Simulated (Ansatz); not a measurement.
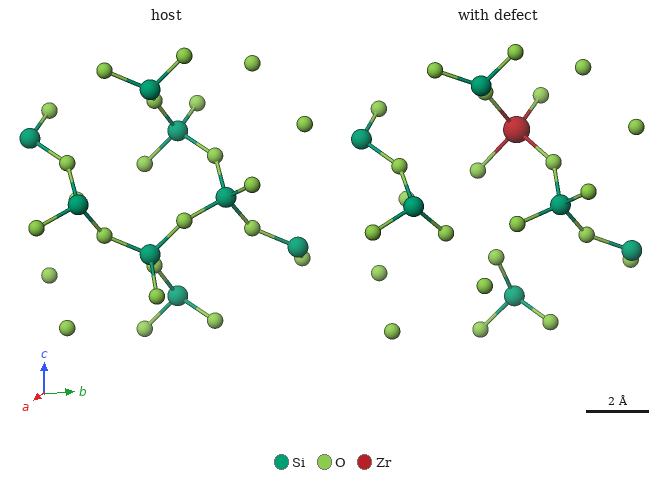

Left: perfect SiO2. Right: the same region with a pair of point defects, after relaxing the atoms in a supercell of 72 sites. The picture is a ball-and-stick view of the atoms within 5.4 Å of one point, in a slice 5.0 Å thick across the line of sight, seen slightly off an axis.

Method: DFT, PBEsol, PAW, plane waves in Ansatz. (plane-wave cutoff 420 eV; k-point mesh 1 × 1 × 1; mesh shifted by (0.25, 0.25, 0.25); collinear spin) Fermi-Dirac smearing of 0.01 eV. The axes drawn are those of the host's conventional cell.

Q: Which defect is it?

A: A silicon atom is replaced by zirconium and a silicon atom is taken out (a vacancy), the two sites 4.4 Å apart.

The charge state of the cell is 0.

Q: What does the relaxation do around it?

A: In the host the Si atom has 4 O at 1.62 Å; the Zr atom ends with 4 O at 1.92 to 1.96 Å. Around the empty Si site the host had 4 O at 1.62 Å; after relaxation the nearest atoms are 2 O at 1.18 to 1.37 Å. Of the host's atoms, an oxygen atom moves furthest from its site, by 0.57 Å. The Zr atom itself moves 0.22 Å from where it was put. The cell's net moment is 2.00 μB.
